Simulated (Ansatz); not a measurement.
## ZrS2: geometry relaxation

ZrS2 (P-3m1, 3 atoms in the cell), computed with DFT PBE, scalar-relativistic, plane waves, PAW, no spin polarisation (Ansatz 0.2.0).

The structure derives from an entry of the Crystallography Open Database. Figures and captions count atoms from 1; the log counts them from 0 in places.

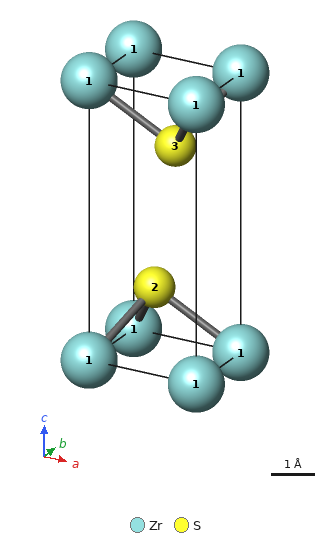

The starting structure (ball-and-stick view of the cell of the calculation, seen slightly off an axis; atoms are numbered from 1 in the order of the input). An atom can appear more than once, as a periodic image. Near neighbours in the periodic cell (some may lie outside the picture): Zr has 6 S at 2.57 Å; S has 3 Zr at 2.57 Å.

### Results in brief

| quantity | value |
| --- | --- |
| outcome | converged |
| space group (tolerance 0.01 Å) | P-3m1 (164) |
| electrons treated | 24 |
| free energy | −5992.6537 eV |
| Fermi energy | 5.575 eV |
| gap on the k-point mesh | 1.14 eV |
| pressure | 0.00 GPa |
| final volume | 79.51 Å³ |
| largest force (length of the vector) at the end | 0.001 eV/Å |
| final cell | a = 3.685 Å, b = 3.685 Å, c = 6.759 Å, α = 90.00°, β = 90.00°, γ = 120.00° |
| hardware | 1 thread of Intel Xeon (Sapphire Rapids), 32 GiB of memory available, shared host |
| wall time | 7.1 s |
| peak memory | 0.46 GiB |

### The input
```yaml
crystal:
  lattice:
    - [3.6853775132, 0.0, 0.0]
    - [-1.8426887566, 3.191630549, 0.0]
    - [0.0, 0.0, 6.759476214]
  atoms:
    - { symbol: Zr, position: [0.0, 0.0, 0.0] }
    - { symbol: S, position: [0.3333333333, 0.6666666667, 0.2142512876] }
    - { symbol: S, position: [0.6666666667, 0.3333333333, 0.7857487124] }
basis:
  ecutwfc: 420
kpoints:
  mp_grid: { grid: [12, 12, 4] }
hamiltonian:
  xc: pbe
scf:
  occupations: { method: gaussian, width: 0.02 }
output:
  forces: true
  stress: true
  eigenvalues: true
relax:
  adjacent_minimum: "off"
  f_tol: 0.005
  max_steps: 80
  cell: { stress_tol: 0.05 }
```

Launch command:
```bash
ansatz run input.yaml --threads 1 --pin off --max-ram 2560MiB --backend cpu --events-out ev --progress --plain --runs-dir out
```

### Output
```
Engine: ansatz 0.2.0, x86_64-unknown-linux-gnu
Pseudopotentials: kind: paw
Pseudopotential: Zr, paw, valence charge 12, recommended cutoff 420 eV (normal), Zr.paw.azcp
Pseudopotential: S, paw, valence charge 6, recommended cutoff 420 eV (normal), S.paw.azcp
Functional definition: PBE
  parameter kappa = 0.804
  parameter beta = 0.06672455060314922
  exchange = pbe_x(kappa = kappa, mu = beta*pi^2/3)
  correlation = pbe_c(beta = beta)
Crystal: 3 atoms, lattice volume = 79.507 Å³
Basis set: ecut = 420 eV, 1547 PW (Γ), exchange–correlation on 50×50×96 points (8 copies of the dense FFT grid, shifted against one another)
Bands: 16, of which v1, the nominal top of the filled ones, is band 12 counted from 1 (11 counted from 0)
Symmetry: 12 space group operations
Space group: P-3m1 (ITA 164), of the structure as read, at distance tolerance 4.3e-5 Å
k-points: 69 of 576
Non-local potential: Zr, projectors of the file, l = 0: 3, l = 1: 2, l = 2: 2, l = 3: 2
Non-local potential: S, projectors of the file, l = 0: 2, l = 1: 2, l = 2: 2
PAW form: soft (Blöchl's): semilocal exchange-correlation on the pseudo side does not see the compensation charge
PAW one-centre angular grid: Zr, 590 points (default); XC on 64 Gauss nodes
PAW one-centre angular grid: S, 110 points (default); XC on 64 Gauss nodes
Initial density: superposition of atomic densities (neutral atoms: chi_scale 0, normalization atom), corrected by the library's trained network
Initial wavefunctions: pseudopotential atomic-orbital guess
Functional: x = pbe(κ = 0.804, μ = 0.2195149727645171), c = pbe(β = 0.06672455060314922)
SCF iter   1: F=—  HF=-5992.654073 eV  |F-HF|=—  |Δ(HF+E_count)|=         —  Δρ=1.24e-3  dr2=1.11e-3  ethr=1.77e-3  ⟨swp⟩=6.1  Hψ=6408  notcnv=0
preconditioner: auto → Resta (q_TF=auto, 2.235 Å⁻¹)  ε∞=5.7  [insulator: Δε(μ)=1.133 eV  Ē_g=7.694 eV  σ=0.020 eV  W_gap=1.00  n_scr=22 (ndim 8)  ℏωp=16.7 eV  f_vac=0.149  D(μ)=0.00/eV (n_scr^D=0)  ε∞_Penn≈5.7]
SCF iter   2: F=—  HF=-5992.653466 eV  |F-HF|=—  |Δ(HF+E_count)|=   6.06e-4  Δρ=6.90e-4  dr2=2.65e-4  ethr=4.64e-6  ⟨swp⟩=2.2  Hψ=2374  notcnv=0
SCF iter   3: F=—  HF=-5992.653689 eV  |F-HF|=—  |Δ(HF+E_count)|=   2.23e-4  Δρ=1.88e-4  dr2=9.89e-5  ethr=1.11e-6  ⟨swp⟩=2.1  Hψ=1621  notcnv=0
SCF iter   4: F=—  HF=-5992.653674 eV  |F-HF|=—  |Δ(HF+E_count)|=   1.58e-5  Δρ=5.95e-5  dr2=1.02e-5  ethr=4.12e-7  ⟨swp⟩=2.3  Hψ=1399  notcnv=0
SCF iter   5: F=—  HF=-5992.653681 eV  |F-HF|=—  |Δ(HF+E_count)|=   7.36e-6  Δρ=2.67e-5  dr2=9.09e-7  ethr=4.23e-8  ⟨swp⟩=2.0  Hψ=1519  notcnv=0
SCF iter   6: F=-5992.653682 eV  HF=-5992.653682 eV  |F-HF|=1.72e-8  |Δ(HF+E_count)|=   1.30e-6  Δρ=7.97e-6  dr2=9.28e-8  ethr=4.17e-10  ⟨swp⟩=3.9  Hψ=4647  notcnv=0
SCF 1 converged in 6 iterations: F = -5992.653682 eV  dr2 = 9.28e-8
  greatest PAW one-centre occupation: 0.995 electrons in one spin orbital (limit 2), on the Zr atom at site 0 (counted from 0), in its partial waves of l = 0
relax step   1: F+E_penalty+E_count = -5992.65368216 eV  Δ(F+E_penalty+E_count) = +0.000e0 eV  max|allowed force component| = 9.100e-4 eV/Å  Δτ_max = 0.0000 Å  P = +0.000 GPa  Ω = 79.507 Å³  (6 SCF iters, dr2 threshold 1.00e-7 eV, accepted)
Initial density: handed on by an earlier stage of this run
Initial wavefunctions: pseudopotential atomic-orbital guess (no wavefunctions were taken with the density)
iter 1 solved again at ethr=1.08e-7 eV; its pass at ethr=3.10e-3 eV (dr2=2.59e-5 eV) is discarded
SCF iter   1: F=—  HF=-5992.653705 eV  |F-HF|=—  |Δ(HF+E_count)|=         —  Δρ=7.95e-6  dr2=9.11e-8  ethr=1.08e-7  ⟨swp⟩=3.1  Hψ=9640  notcnv=0
preconditioner: auto → Resta (q_TF=auto, 2.235 Å⁻¹)  ε∞=5.7  [insulator: Δε(μ)=1.136 eV  Ē_g=7.692 eV  σ=0.020 eV  W_gap=1.00  n_scr=22 (ndim 8)  ℏωp=16.7 eV  f_vac=0.148  D(μ)=0.00/eV (n_scr^D=0)  ε∞_Penn≈5.7]
SCF iter   2: F=—  HF=-5992.653682 eV  |F-HF|=—  |Δ(HF+E_count)|=   2.29e-5  Δρ=4.38e-6  dr2=2.03e-8  ethr=3.80e-10  ⟨swp⟩=2.0  Hψ=1582  notcnv=0
SCF iter   3: F=—  HF=-5992.653682 eV  |F-HF|=—  |Δ(HF+E_count)|=   1.29e-8  Δρ=1.89e-6  dr2=4.92e-9  ethr=8.46e-11  ⟨swp⟩=2.1  Hψ=1546  notcnv=0
SCF iter   4: F=—  HF=-5992.653682 eV  |F-HF|=—  |Δ(HF+E_count)|=   4.50e-9  Δρ=5.56e-7  dr2=6.99e-10  ethr=2.05e-11  ⟨swp⟩=2.1  Hψ=1532  notcnv=0
SCF iter   5: F=-5992.653682 eV  HF=-5992.653682 eV  |F-HF|=3.00e-11  |Δ(HF+E_count)|=  7.01e-10  Δρ=1.32e-7  dr2=2.66e-11  ethr=1.00e-12  ⟨swp⟩=5.4  Hψ=5841  notcnv=0
SCF 2 converged in 5 iterations: F = -5992.653682 eV  dr2 = 2.66e-11
relax step   2: F+E_penalty+E_count = -5992.65368220 eV  Δ(F+E_penalty+E_count) = -4.385e-8 eV  max|allowed force component| = 9.691e-4 eV/Å  Δτ_max = 0.0000 Å  P = +0.001 GPa  Ω = 79.507 Å³  stress off target by 9.61e-3 GPa  SCF on the basis re-selected at this cell (its energy is not comparable with the rows above)  (5 SCF iters)
```

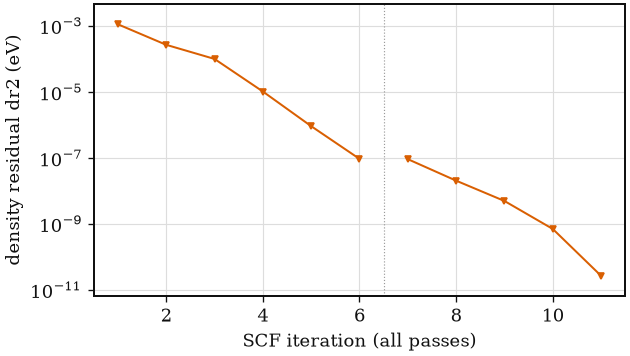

Convergence of the self-consistent field: density residual dr2 against the SCF iteration. The dotted lines part the SCF passes of the relaxation: geometry steps, rejected trials and re-solves on a re-selected basis. The passes take 6 and 5 iterations.

```
basis re-selected at this cell: Δ(F+E_penalty+E_count) = -4.385e-8 eV, ΔP = +0.001 GPa vs the last step (what re-selecting the basis moved, of the pressure what is left beyond the Pulay correction that the steps carried, after the strain that the cell walked since its last selection, with what the two solves' SCF thresholds leave and, on support functions, any second-order correction that the steps lacked; it is no measure of the basis error at this ecutwfc). This SCF's stress stands 9.61e-3 GPa from its target on what of the cell is left free (relax.cell.stress_tol is 5.00e-2 GPa) and its largest allowed force component is 9.69e-4 eV/Å (relax.f_tol is 5.00e-3 eV/Å): within both
SCF converged after 5 iterations
Free energy (F): -5992.653682 eV
Harris-Foulkes:  -5992.653682 eV  (|F-HF|=3.00e-11)
Internal energy: -5992.653682 eV  (E = F + TS)
E sigma→0 (E₀):  -5992.653682 eV
Fermi energy:    5.575359 eV
--- Per-component energies (eV) ---
  E_band       = -210.542367
  E_kinetic    = 545.621721
  E_local      = -1710.817076  (includes V_loc(G=0)·N_el)
  E_nonlocal   = 134.501502
  E_hartree    = 637.830377
  E_xc         = -356.450389
  E_vxc        = -366.367797  (∫ρ·V_xc dr)
  E_paw        = -4153.775185  (= ΣΔE_a)
  E_vpaw       = -89.141632  (= ΣTr[D̂ρ^β])
  E_aug_tail   = 0.000027  (compensation charges beyond the density's cutoff)
  E_ewald      = -1089.564659
  E_smearing   = -0.000000  (= −TS)
  E_closure    = 0.000000  (closes the sum)
  Σ components = -5992.653682   (vs F -5992.653682, Δ=0.00e0)
--- Forces (eV/Å), atoms counted from 1 ---
  atom   1  Zr     0.00000000     0.00000000     0.00000000
  atom   2  S     -0.00000000     0.00000000     0.00096910
  atom   3  S      0.00000000    -0.00000000    -0.00096910
  max |Σ_I F_I| component: 2.17e-19 eV/Å
--- Stress (GPa, compression-positive) ---
       -0.003599       0.000000      -0.000000
       -0.000000      -0.003599      -0.000000
       -0.000000      -0.000000       0.009615
  P = ⅓ Tr σ = 0.0008 GPa (0.008 kbar)
--- Band table (eV; the first three rows and the last of 69) ---
  k-point 0: bands = ["-43.8840", "-21.9376", "-21.7918", "-21.7918", "-7.3699", "-6.1647", "1.1686", "2.3965", "2.3965", "4.6094", "5.0073", "5.0073", "6.6944", "6.6944", "7.5111", "10.1867"]
  k-point 1: bands = ["-43.8840", "-21.9376", "-21.7918", "-21.7918", "-7.3468", "-6.2023", "1.3340", "2.3993", "2.3993", "4.2298", "4.9964", "4.9964", "6.6915", "6.6915", "7.6678", "10.2260"]
  k-point 2: bands = ["-43.8840", "-21.9376", "-21.7918", "-21.7918", "-7.3223", "-6.2412", "1.5331", "2.4020", "2.4020", "3.8533", "4.9856", "4.9856", "6.6886", "6.6886", "7.7803", "10.2661"]
  k-point 68: bands = ["-43.8640", "-21.9619", "-21.9619", "-21.8763", "-6.2071", "-6.2071", "1.8140", "1.8140", "1.9996", "3.2806", "3.2806", "3.4204", "7.4031", "8.0997", "8.0997", "10.4442"]
--- Relaxed structure (1 steps of the walk, 1 accepted, 1 SCFs on fresh bases) ---
  F+E_penalty+E_count = -5992.65368220 eV   max|allowed force component| = 9.691e-4 eV/Å   (the final SCF, on the basis selected at the relaxed cell)
  cell:  # Å, volume = 79.5074 Å³
    - [3.685377513218983, 0.0, 0.0]
    - [-1.8426887566094916, 3.1916305489835604, 0.0]
    - [0.0, 0.0, 6.759476214]
  atoms:
    - { symbol: Zr, position: [0.0, 0.0, 0.0] }
    - { symbol: S, position: [0.33333333333333326, 0.6666666666666665, 0.2142512876] }
    - { symbol: S, position: [0.6666666666666666, 0.33333333333333326, 0.7857487124] }
```

### Trajectory as extended XYZ (Å, eV, eV/Å), 2 frames, from step=1 to step=2
```
3
Lattice="3.6854 0.0000 0.0000 -1.8427 3.1916 0.0000 0.0000 0.0000 6.7595" Properties=species:S:1:pos:R:3:forces:R:3 step=1 energy=-5992.65368 pressure_GPa=0.00
Zr    0.0000    0.0000    0.0000    0.0000   0.0000   0.0000
S     0.0000    2.1278    1.4482    0.0000   0.0000   0.0009
S     1.8427    1.0639    5.3113    0.0000   0.0000  -0.0009
3
Lattice="3.6854 0.0000 0.0000 -1.8427 3.1916 0.0000 0.0000 0.0000 6.7595" Properties=species:S:1:pos:R:3:forces:R:3 step=2 energy=-5992.65368 pressure_GPa=0.00
Zr    0.0000    0.0000    0.0000    0.0000   0.0000   0.0000
S     0.0000    2.1278    1.4482    0.0000   0.0000   0.0010
S     1.8427    1.0639    5.3113    0.0000   0.0000  -0.0010
```

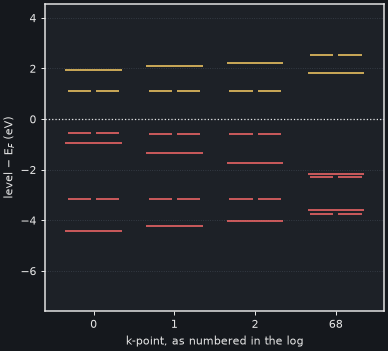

Kohn–Sham levels near the Fermi level (dotted) at the few k-points that the log prints; levels within 0.02 eV of each other stand side by side. Among these points the highest filled and lowest empty levels are 1.68 eV apart; the gap on the full mesh, 1.14 eV, has an edge at a point that isn't printed.
